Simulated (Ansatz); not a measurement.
Si36Mo17 (cell with a defect)

Input

```
crystal:
  lattice:
    - [9.6506769631, 0.0, 0.0]
    - [0.0, 9.6506769631, 0.0]
    - [0.0, 0.0, 7.8728157224]
  atoms:
    - { symbol: Si, position: [0.0, 1.0, 0.335115846] }
    - { symbol: Si, position: [0.3333333333, 0.0, 0.335115846] }
    - { symbol: Si, position: [0.6666666667, 0.0, 0.335115846] }
    - { symbol: Si, position: [0.0, 0.3333333333, 0.335115846] }
    - { symbol: Si, position: [0.1666666667, 0.1666666667, 0.835115846] }
    - { symbol: Si, position: [0.3333333333, 0.3333333333, 0.335115846] }
    - { symbol: Si, position: [0.5, 0.1666666667, 0.835115846] }
    - { symbol: Si, position: [0.6666666667, 0.3333333333, 0.335115846] }
    - { symbol: Si, position: [0.8333333333, 0.1666666667, 0.835115846] }
    - { symbol: Si, position: [0.0, 0.6666666667, 0.335115846] }
    - { symbol: Si, position: [0.1666666667, 0.5, 0.835115846] }
    - { symbol: Si, position: [0.3333333333, 0.6666666667, 0.335115846] }
    - { symbol: Si, position: [0.5, 0.5, 0.835115846] }
    - { symbol: Si, position: [0.6666666667, 0.6666666667, 0.335115846] }
    - { symbol: Si, position: [0.8333333333, 0.5, 0.835115846] }
    - { symbol: Si, position: [0.1666666667, 0.8333333333, 0.835115846] }
    - { symbol: Si, position: [0.5, 0.8333333333, 0.835115846] }
    - { symbol: Si, position: [0.8333333333, 0.8333333333, 0.835115846] }
    - { symbol: Si, position: [1.0, 0.0, 0.664884154] }
    - { symbol: Si, position: [0.3333333333, 1.0, 0.664884154] }
    - { symbol: Si, position: [0.6666666667, 0.0, 0.664884154] }
    - { symbol: Si, position: [1.0, 0.3333333333, 0.664884154] }
    - { symbol: Si, position: [0.1666666667, 0.1666666667, 0.164884154] }
    - { symbol: Si, position: [0.3333333333, 0.3333333333, 0.664884154] }
    - { symbol: Si, position: [0.5, 0.1666666667, 0.164884154] }
    - { symbol: Si, position: [0.6666666667, 0.3333333333, 0.664884154] }
    - { symbol: Si, position: [0.8333333333, 0.1666666667, 0.164884154] }
    - { symbol: Si, position: [1.0, 0.6666666667, 0.664884154] }
    - { symbol: Si, position: [0.1666666667, 0.5, 0.164884154] }
    - { symbol: Si, position: [0.3333333333, 0.6666666667, 0.664884154] }
    - { symbol: Si, position: [0.5, 0.5, 0.164884154] }
    - { symbol: Si, position: [0.6666666667, 0.6666666667, 0.664884154] }
    - { symbol: Si, position: [0.8333333333, 0.5, 0.164884154] }
    - { symbol: Si, position: [0.1666666667, 0.8333333333, 0.164884154] }
    - { symbol: Si, position: [0.5, 0.8333333333, 0.164884154] }
    - { symbol: Si, position: [0.8333333333, 0.8333333333, 0.164884154] }
    - { symbol: Mo, position: [0.3333333333, 0.0, 0.0] }
    - { symbol: Mo, position: [0.6666666667, 0.0, 0.0] }
    - { symbol: Mo, position: [0.0, 0.3333333333, 0.0] }
    - { symbol: Mo, position: [0.1666666667, 0.1666666667, 0.5] }
    - { symbol: Mo, position: [0.3333333333, 0.3333333333, 0.0] }
    - { symbol: Mo, position: [0.5, 0.1666666667, 0.5] }
    - { symbol: Mo, position: [0.6666666667, 0.3333333333, 0.0] }
    - { symbol: Mo, position: [0.8333333333, 0.1666666667, 0.5] }
    - { symbol: Mo, position: [0.0, 0.6666666667, 0.0] }
    - { symbol: Mo, position: [0.1666666667, 0.5, 0.5] }
    - { symbol: Mo, position: [0.3333333333, 0.6666666667, 0.0] }
    - { symbol: Mo, position: [0.5, 0.5, 0.5] }
    - { symbol: Mo, position: [0.6666666667, 0.6666666667, 0.0] }
    - { symbol: Mo, position: [0.8333333333, 0.5, 0.5] }
    - { symbol: Mo, position: [0.1666666667, 0.8333333333, 0.5] }
    - { symbol: Mo, position: [0.5, 0.8333333333, 0.5] }
    - { symbol: Mo, position: [0.8333333333, 0.8333333333, 0.5] }
scf:
  occupations: { method: methfessel_paxton, width: 0.1 }
output:
  forces: true
  stress: false
  eigenvalues: true
  write_density: true
  write_potential: true
  elf: true
  volumetric_format: npy
kpoints:
  mp_grid: { grid: [4, 4, 4] }
hamiltonian:
  xc: pbe
relax:
  f_tol: 0.02
  adjacent_minimum: "off"
```

Run with:

```sh
ansatz run input.yaml --threads 8 --pin off --max-ram 40960MiB --backend cpu --events-out ev --progress --plain --runs-dir out
```

The fields are those of the run's last geometry, not of the input's.

Computed without spin polarisation.

All numbers below come from DFT PBE, scalar-relativistic, plane waves, PAW (Ansatz).

**Predict the valence pseudo-density and electron localisation function between the atoms.**

Si–Si (2.53 Å): ρ is about 0.36 e/Å³ halfway; the ELF peaks at about 0.60 between the atoms.
Si–Mo (2.63 Å): the density is about 0.39 e/Å³ at the midpoint; the ELF peaks at about 0.80 in the valence shell of Si, 0.9 Å from its nucleus, and is about 0.40 at the midpoint.
Si–Si (2.61 Å): the density is about 0.32 e/Å³ at the midpoint; the ELF peaks at about 0.50 in the valence shell of Si, 0.9 Å from its nucleus, and is about 0.45 at the midpoint.
Si–Mo (2.63 Å): ρ at the midpoint is about 0.39 e/Å³; the ELF peaks at about 0.80 in the valence shell of Si, 0.9 Å from its nucleus, and is about 0.40 at the midpoint.

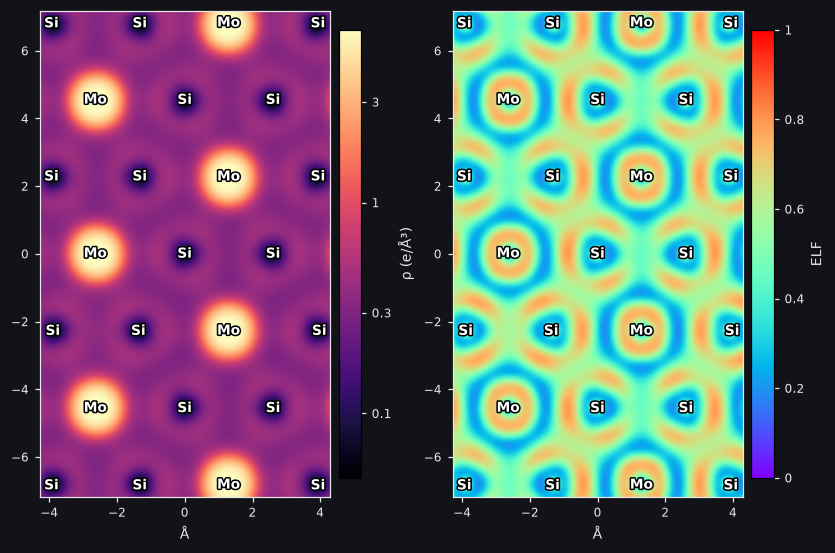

Computed valence pseudo-density and electron localisation function on the (110) plane of the calculation cell, in this order. 

Core electrons are frozen (PAW), and the valence fields are smoothed inside the atomic spheres.
